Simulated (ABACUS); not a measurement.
Run report: NaF, band-structure run

NaF (Fm-3m, 2 atoms in the cell), computed with Kohn-Sham DFT of a periodic cell, PBEsol, SSSP 1.3 efficiency PBE, no spin polarisation (ABACUS 3.10.1).

The structure derives from an entry of the Crystallography Open Database. It belongs to a series of runs on one base structure; here: bands on the converged density.

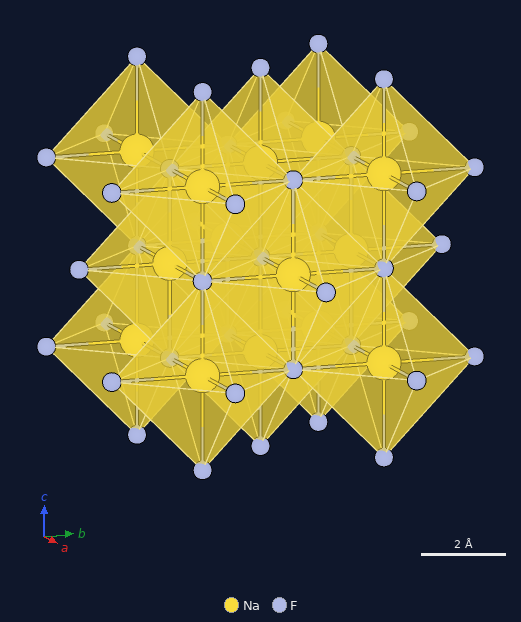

Fig. 1: The structure as given in the input (polyhedral view of the cell 4 times as large as that of the calculation, set on its symmetry axes, seen slightly off an axis; polyhedra are completed across the faces of the cell).

### The input
```
INPUT_PARAMETERS
suffix              NaF
calculation         nscf
basis_type          pw
pseudo_dir          ./
symmetry            -1
dft_functional      pbesol
ecutwfc             55.0
pseudo_rcut         10
nspin               1
nbands              18
ks_solver           dav
smearing_method     fd
smearing_sigma      0.00367493
scf_thr             1e-08
scf_nmax            100
mixing_type         broyden
mixing_beta         0.7
ecutrho             440.0
init_chg            file
pw_diag_thr         1e-07
out_band            1
kpar                4
```

### File STRU
```
ATOMIC_SPECIES
Na 22.9898 na_pbe_v1.5.uspp.F.UPF
F 18.9984 f_pbe_v1.4.uspp.F.UPF

LATTICE_CONSTANT
1.8897261246

LATTICE_VECTORS
-2.3200000000 0.0000000000 2.3200000000
0.0000000000 2.3200000000 2.3200000000
-2.3200000000 2.3200000000 0.0000000000

ATOMIC_POSITIONS
Direct

Na
0.0
1
0.0000000000 0.0000000000 0.0000000000 1 1 1

F
0.0
1
0.5000000000 0.5000000000 0.5000000000 1 1 1
```

### File KPT
```
K_POINTS
12
Line
0.00000000 0.00000000 0.00000000 10 // G
0.50000000 0.00000000 0.50000000 10 // X
0.50000000 0.25000000 0.75000000 10 // W
0.37500000 0.37500000 0.75000000 10 // K
0.00000000 0.00000000 0.00000000 10 // G
0.50000000 0.50000000 0.50000000 10 // L
0.62500000 0.25000000 0.62500000 10 // U
0.50000000 0.25000000 0.75000000 10 // W
0.50000000 0.50000000 0.50000000 10 // L
0.37500000 0.37500000 0.75000000 1 // K
0.62500000 0.25000000 0.62500000 10 // U
0.50000000 0.00000000 0.50000000 1 // X
```

Machine: 4 threads of AMD EPYC (Zen 3), 16 GiB of memory available, shared host.

Run as:
```bash
OMP_NUM_THREADS=1 mpirun -np 4 abacus > log
```

### What the program printed
```
ABACUS v3.10.1

               Atomic-orbital Based Ab-initio Computation at UStc

 ------------------------------------------------------------------------------------

 READING GENERAL INFORMATION
                           global_out_dir = OUT.NaF/
                           global_in_card = INPUT
                               pseudo_dir = ./
                              orbital_dir =
                                    DSIZE = 4
                                    GSIZE = 1

 READING UNITCELL INFORMATION
                                    ntype = 2
                  lattice constant (Bohr) = 1.88973
              lattice constant (Angstrom) = 1

 READING ATOM TYPE 1
                               atom label = Na
                      L=0, number of zeta = 1
                      L=1, number of zeta = 1
                      L=2, number of zeta = 1
             number of atom for this type = 1

 READING ATOM TYPE 2
                               atom label = F
                      L=0, number of zeta = 1
                      L=1, number of zeta = 1
                      L=2, number of zeta = 1
             number of atom for this type = 1

                        TOTAL ATOM NUMBER = 2
DIRECT COORDINATES
    atom                   x                   y                   z     mag                  vx                  vy                  vz
taud_Na1            0.0000000000        0.0000000000        0.0000000000  0.0000        0.0000000000        0.0000000000        0.0000000000
taud_F1            0.5000000000        0.5000000000        0.5000000000  0.0000        0.0000000000        0.0000000000        0.0000000000

                          Volume (Bohr^3) = 168.535
                             Volume (A^3) = 24.9743

 Lattice vectors: (Cartesian coordinate: in unit of a_0)
                -2.32                  +0               +2.32
                   +0               +2.32               +2.32
                -2.32               +2.32                  +0
 Reciprocal vectors: (Cartesian coordinate: in unit of 2 pi/a_0)
            -0.215517           -0.215517           +0.215517
            +0.215517           +0.215517           +0.215517
            -0.215517           +0.215517           -0.215517
 The esolver type has been set to : ksdft_pw

                PAO radial cut off (Bohr) = 10

 Read in pseudopotential file is na_pbe_v1.5.uspp.F.UPF
                     pseudopotential type = US
          exchange-correlation functional = PBE
                 nonlocal core correction = 0
                        valence electrons = 9
                                     lmax = 2
                           number of zeta = 3
                     number of projectors = 5
                           L of projector = 0
                           L of projector = 0
                           L of projector = 1
                           L of projector = 1
                           L of projector = 2
 XC functional updated to : pbesol
          exchange-correlation functional = PBESOL
                PAO radial cut off (Bohr) = 10

 Read in pseudopotential file is f_pbe_v1.4.uspp.F.UPF
                     pseudopotential type = US
          exchange-correlation functional = PBE
                 nonlocal core correction = 0
                        valence electrons = 7
                                     lmax = 1
                           number of zeta = 2
                     number of projectors = 4
                           L of projector = 0
                           L of projector = 0
                           L of projector = 1
                           L of projector = 1
 XC functional updated to : pbesol
          exchange-correlation functional = PBESOL
     initial pseudo atomic orbital number = 9

 SETUP THE ELECTRONS NUMBER
            electron number of element Na = 9
      total electron number of element Na = 9
             electron number of element F = 7
       total electron number of element F = 7
            AUTOSET number of electrons:  = 16
                           occupied bands = 8
                                   NBANDS = 18
                                   NLOCAL = 18

%%%%%%%%%%%%%%%%%%%%%%%%%%%%%%%%%%%%%%%%%%%%%%%%%%%%%%%%%%%%%%%%%%%%%%%%%%%%%%%%%%%%%%%%%%%%%%%%%%%%%%%%%%
 Warning: the number of valence electrons in pseudopotential > 1 for Na: [Ne] 3s1
 Pseudopotentials with additional electrons can yield (more) accurate outcomes, but may be less efficient.
 If you're confident that your chosen pseudopotential is appropriate, you can safely ignore this warning.
%%%%%%%%%%%%%%%%%%%%%%%%%%%%%%%%%%%%%%%%%%%%%%%%%%%%%%%%%%%%%%%%%%%%%%%%%%%%%%%%%%%%%%%%%%%%%%%%%%%%%%%%%%

 SETUP THE PLANE WAVE BASIS
 energy cutoff for charge/potential (unit:Ry) = 220
            fft grid for charge/potential = [ 30, 30, 30 ]
                        fft grid division = [ 1, 1, 1 ]
        big fft grid for charge/potential = [ 45, 45, 45 ]
                                     nbxx = 91125
                                     nrxx = 27000

 SETUP PLANE WAVES FOR CHARGE/POTENTIAL
                    number of plane waves = 9377
                         number of sticks = 583

 PARALLEL PW FOR CHARGE/POTENTIAL
     PROC   COLUMNS(POT)             PW
        1            583           9377
 --------------- sum -------------------
        1            583           9377
                            number of |g| = 146
                                  max |g| = 19.8796
                                  min |g| = 0

 energy cutoff for dense charge/potential (unit:Ry) = 440
      fft grid for dense charge/potential = [ 45, 45, 45 ]
                                     nrxx = 91125

 SETUP PLANE WAVES FOR dense CHARGE/POTENTIAL
                    number of plane waves = 26301
                         number of sticks = 1159

 PARALLEL PW FOR dense CHARGE/POTENTIAL
     PROC   COLUMNS(POT)             PW
        1           1159          26301
 --------------- sum -------------------
        1           1159          26301
                            number of |g| = 289
                                  max |g| = 39.7592
                                  min |g| = 0

----------- Double Check Mixing Parameters Begin ------------
mixing_type: broyden
mixing_beta: 0.7
mixing_gg0: 1
mixing_gg0_min: 0.1
mixing_ndim: 8
----------- Double Check Mixing Parameters End ------------

 SETUP K-POINTS
                                    nspin = 1
                                   nkstot = 102
K-POINTS DIRECT COORDINATES
 KPOINTS    DIRECT_X    DIRECT_Y    DIRECT_Z  WEIGHT
       1  0.00000000  0.00000000  0.00000000  1.0000
       2  0.05000000  0.00000000  0.05000000  1.0000
       3  0.10000000  0.00000000  0.10000000  1.0000
       4  0.15000000  0.00000000  0.15000000  1.0000
       5  0.20000000  0.00000000  0.20000000  1.0000
       6  0.25000000  0.00000000  0.25000000  1.0000
       7  0.30000000  0.00000000  0.30000000  1.0000
       8  0.35000000  0.00000000  0.35000000  1.0000
       9  0.40000000  0.00000000  0.40000000  1.0000
      10  0.45000000  0.00000000  0.45000000  1.0000
      11  0.50000000  0.00000000  0.50000000  1.0000
      12  0.50000000  0.02500000  0.52500000  1.0000
      13  0.50000000  0.05000000  0.55000000  1.0000
      14  0.50000000  0.07500000  0.57500000  1.0000
      15  0.50000000  0.10000000  0.60000000  1.0000
      16  0.50000000  0.12500000  0.62500000  1.0000
      17  0.50000000  0.15000000  0.65000000  1.0000
      18  0.50000000  0.17500000  0.67500000  1.0000
      19  0.50000000  0.20000000  0.70000000  1.0000
      20  0.50000000  0.22500000  0.72500000  1.0000
      21  0.50000000  0.25000000  0.75000000  1.0000
      22  0.48750000  0.26250000  0.75000000  1.0000
      23  0.47500000  0.27500000  0.75000000  1.0000
      24  0.46250000  0.28750000  0.75000000  1.0000
      25  0.45000000  0.30000000  0.75000000  1.0000
      26  0.43750000  0.31250000  0.75000000  1.0000
      27  0.42500000  0.32500000  0.75000000  1.0000
      28  0.41250000  0.33750000  0.75000000  1.0000
      29  0.40000000  0.35000000  0.75000000  1.0000
      30  0.38750000  0.36250000  0.75000000  1.0000
[... 72 further k points ...]

           k-point number in this process = 26
       minimum distributed K point number = 25

[... K-POINTS CARTESIAN COORDINATES: 26 rows ...]

[... K-POINTS DIRECT COORDINATES: 26 rows ...]

 SETUP PLANE WAVES FOR WAVE FUNCTIONS
     energy cutoff for wavefunc (unit:Ry) = 55
              fft grid for wave functions = [ 30, 30, 30 ]
                    number of plane waves = 1591
                         number of sticks = 187

 PARALLEL PW FOR WAVE FUNCTIONS
     PROC   COLUMNS(POT)             PW
        1            187           1591
 --------------- sum -------------------
        1            187           1591

 SETUP NONLOCAL PSEUDOPOTENTIALS IN PLANE WAVE BASIS
 Na non-local projectors:
 projector 1 L=0
 projector 2 L=0
 projector 3 L=1
 projector 4 L=1
 projector 5 L=2
 F non-local projectors:
 projector 1 L=0
 projector 2 L=0
 projector 3 L=1
 projector 4 L=1
      TOTAL NUMBER OF NONLOCAL PROJECTORS = 21

 Init Non-Local PseudoPotential table :
 Init Non-Local-Pseudopotential done.

                                     npwx = 1211

 Make real space PAO into reciprocal space.
       max mesh points in Pseudopotential = 709
     dq(describe PAO in reciprocal space) = 0.01
                                    max q = 894

 number of pseudo atomic orbitals for Na is 3
WARNING: norm of atomic wavefunction # 3 of atomic type Na is 0.99685, renormalized

 number of pseudo atomic orbitals for F is 2

 -------------------------------------------
 NONSELF-CONSISTENT
 -------------------------------------------
                                 init_chg = file
 try to read charge from file
 Read in the charge density: OUT.NaF//NaF-CHARGE-DENSITY.restart

 PW ALGORITHM --------------- ION=   1  ELEC=   1--------------------------------
 k(1/102) Iter steps (avg)=12 threshold=1e-07
 k(2/102) Iter steps (avg)=12 threshold=1e-07
 k(3/102) Iter steps (avg)=12 threshold=1e-07
 k(4/102) Iter steps (avg)=14 threshold=1e-07
 k(5/102) Iter steps (avg)=15 threshold=1e-07
 k(6/102) Iter steps (avg)=15 threshold=1e-07
 k(7/102) Iter steps (avg)=19 threshold=1e-07
 k(8/102) Iter steps (avg)=21 threshold=1e-07
 k(9/102) Iter steps (avg)=20 threshold=1e-07
 k(10/102) Iter steps (avg)=23 threshold=1e-07
 k(11/102) Iter steps (avg)=21 threshold=1e-07
 k(12/102) Iter steps (avg)=21 threshold=1e-07
 k(13/102) Iter steps (avg)=22 threshold=1e-07
 k(14/102) Iter steps (avg)=26 threshold=1e-07
 k(15/102) Iter steps (avg)=25 threshold=1e-07
 k(16/102) Iter steps (avg)=23 threshold=1e-07
 k(17/102) Iter steps (avg)=21 threshold=1e-07
 k(18/102) Iter steps (avg)=18 threshold=1e-07
 k(19/102) Iter steps (avg)=19 threshold=1e-07
 k(20/102) Iter steps (avg)=17 threshold=1e-07
 k(21/102) Iter steps (avg)=18 threshold=1e-07
 k(22/102) Iter steps (avg)=18 threshold=1e-07
 k(23/102) Iter steps (avg)=19 threshold=1e-07
 k(24/102) Iter steps (avg)=20 threshold=1e-07
 k(25/102) Iter steps (avg)=18 threshold=1e-07
 k(26/102) Iter steps (avg)=21 threshold=1e-07
[... levels at 26 k points of this process ...]

 Density error is 0.00000000000
                          Error Threshold = 1.00000000000e-07
----------------------------------------------------------
     Energy           Rydberg                 eV
----------------------------------------------------------
 E_KohnSham     -143.8247193278      -1956.8356961089
 E_KS(sigma->0) -143.8247193278      -1956.8356961089
 E_Harris       -143.8247193278      -1956.8356961089
 E_band         -17.4458236765       -237.3626083036
 E_one_elec     -86.7010177517       -1179.6278638217
 E_Hartree      49.9514879615        679.6248598552
 E_xc           -23.4402808930       -318.9213828658
 E_Ewald        -83.6349086446       -1137.9113092766
 E_entropy(-TS) -0.0000000000        -0.0000000000
 E_descf        0.0000000000         0.0000000000
 E_exx          0.0000000000         0.0000000000
 E_Fermi        0.4120473692         5.6061920676
----------------------------------------------------------

 charge density convergence is achieved
 final etot is -1956.8356961 eV
 EFERMI = 5.6061920676 eV

 STATE ENERGY(eV) AND OCCUPATIONS    NSPIN == 1
 1/26 kpoint (Cartesian) = 0.0000 0.0000 0.0000 (1211 pws)
       1       -46.2024      0.0196078
       2       -18.4433      0.0196078
       3       -18.0788      0.0196078
       4       -18.0788      0.0196078
       5       -18.0788      0.0196078
       6       0.701129      0.0196078
       7       0.701129      0.0196078
       8       0.701129      0.0196078
       9        6.79307    9.62415e-13
      10        19.4662        0.00000
      11        19.4662        0.00000
      12        19.4662        0.00000
      13        22.3136        0.00000
      14        24.4870        0.00000
      15        24.4870        0.00000
      16        27.2914        0.00000
      17        27.2914        0.00000
      18        27.2914        0.00000

 2/26 kpoint (Cartesian) = -0.021552 0.0000 0.0000 (1183 pws)
       1       -46.2020      0.0196078
       2       -18.4893      0.0196078
       3       -18.0801      0.0196078
       4       -18.0801      0.0196078
       5       -18.0269      0.0196078
       6       0.635225      0.0196078
       7       0.689827      0.0196078
       8       0.689827      0.0196078
       9        6.91776    7.94802e-14
      10        18.9579        0.00000
      11        19.4909        0.00000
      12        19.4909        0.00000
      13        22.9620        0.00000
      14        24.1173        0.00000
      15        24.5528        0.00000
      16        27.4023        0.00000
      17        27.4023        0.00000
      18        27.4495        0.00000

 3/26 kpoint (Cartesian) = -0.043103 0.0000 0.0000 (1171 pws)
       1       -46.2007      0.0196078
       2       -18.5763      0.0196078
       3       -18.0839      0.0196078
       4       -18.0839      0.0196078
       5       -17.9236      0.0196078
       6       0.459765      0.0196078
       7       0.657376      0.0196078
       8       0.657376      0.0196078
       9        7.27116    6.77185e-17
      10        18.0154        0.00000
      11        19.5610        0.00000
      12        19.5610        0.00000
      13        23.2326        0.00000
      14        24.3245        0.00000
      15        24.7497        0.00000
      16        27.6876        0.00000
      17        27.7343        0.00000
      18        27.7343        0.00000

 4/26 kpoint (Cartesian) = -0.064655 0.0000 0.0000 (1171 pws)
       1       -46.1988      0.0196078
       2       -18.6533      0.0196078
       3       -18.0898      0.0196078
       4       -18.0898      0.0196078
       5       -17.8241      0.0196078
       6       0.225592      0.0196078
       7       0.607908      0.0196078
       8       0.607908      0.0196078
       9        7.80623    1.52452e-21
      10        17.0642        0.00000
      11        19.6655        0.00000
      12        19.6655        0.00000
      13        22.1079        0.00000
      14        25.0756        0.00000
      15        25.9756        0.00000
      16        27.7100        0.00000
      17        28.2838        0.00000
      18        28.2838        0.00000

 5/26 kpoint (Cartesian) = -0.086207 0.0000 0.0000 (1170 pws)
       1       -46.1963      0.0196078
       2       -18.7001      0.0196078
       3       -18.0973      0.0196078
       4       -18.0973      0.0196078
       5       -17.7538      0.0196078
       6     -0.0156388      0.0196078
       7       0.547384      0.0196078
       8       0.547384      0.0196078
       9        8.47490    2.37195e-27
      10        16.2035        0.00000
      11        19.7900        0.00000
      12        19.7900        0.00000
      13        20.8818        0.00000
      14        25.5261        0.00000
      15        27.4115        0.00000
      16        27.8159        0.00000
      17        29.0374        0.00000
      18        29.0374        0.00000

 6/26 kpoint (Cartesian) = -0.10776 0.0000 0.0000 (1174 pws)
       1       -46.1936      0.0196078
       2       -18.7084      0.0196078
       3       -18.1056      0.0196078
       4       -18.1056      0.0196078
       5       -17.7261      0.0196078
       6      -0.226969      0.0196078
       7       0.482549      0.0196078
       8       0.482549      0.0196078
       9        9.24028    5.33486e-34
      10        15.4613    4.91838e-88
      11        19.6284        0.00000
      12        19.9202        0.00000
      13        19.9202        0.00000
      14        26.0936        0.00000
      15        26.8530        0.00000
      16        29.8169        0.00000
      17        29.9565        0.00000
      18        29.9565        0.00000

[... levels at 20 further k points ...]

 --------------------------------------------
 !FINAL_ETOT_IS -1956.835696108945 eV
 --------------------------------------------

 Output bands in file: OUT.NaF/BANDS_1.dat
```

### Standard output
```
ABACUS
v3.10.1

               Atomic-orbital Based Ab-initio Computation at UStc

 dft_functional readin is: pbesol
 dft_functional in pseudopot file is: PBE
 Please make sure this is what you need
 dft_functional readin is: pbesol
 dft_functional in pseudopot file is: PBE
 Please make sure this is what you need

%%%%%%%%%%%%%%%%%%%%%%%%%%%%%%%%%%%%%%%%%%%%%%%%%%%%%%%%%%%%%%%%%%%%%%%%%%%%%%%%%%%%%%%%%%%%%%%%%%%%%%%%%
 Warning: the number of valence electrons in pseudopotential > 1 for Na: [Ne] 3s1
 Pseudopotentials with additional electrons can yield (more) accurate outcomes, but may be less efficient.
 If you're confident that your chosen pseudopotential is appropriate, you can safely ignore this warning.
%%%%%%%%%%%%%%%%%%%%%%%%%%%%%%%%%%%%%%%%%%%%%%%%%%%%%%%%%%%%%%%%%%%%%%%%%%%%%%%%%%%%%%%%%%%%%%%%%%%%%%%%%

 UNIFORM GRID DIM        : 30 * 30 * 30
 UNIFORM GRID DIM(BIG)   : 45 * 45 * 45
 UNIFORM GRID DIM(DENSE) : 45 * 45 * 45
 ---------------------------------------------------------
 ---------------------------------------------------------
 SPIN    KPOINTS         PROCESSORS  THREADS
 1       102             4           4
 ---------------------------------------------------------
 Use plane wave basis
 ---------------------------------------------------------
 ELEMENT NATOM       XC
 Na      1
 F       1
 ---------------------------------------------------------
 Initial plane wave basis and FFT box
 ---------------------------------------------------------
 -------------------------------------------
 NONSELF-CONSISTENT :
 -------------------------------------------
 START CHARGE      : file
 ITER       ETOT/eV          EDIFF/eV         DRHO     TIME/s
 DA1     -1.95683570e+03   0.00000000e+00   0.0000e+00   3.50
```

### Key numbers

| quantity | value |
| --- | --- |
| outcome | converged |
| space group (tolerance 0.01 Å) | Fm-3m (225) |
| electrons treated | 16 |
| Fermi energy of the self-consistent step | 5.109 eV |
| gap on the band path | 6.09 eV |
| wall time | 5.8 s (CPU time 19 s) |
| peak memory | 0.48 GiB |
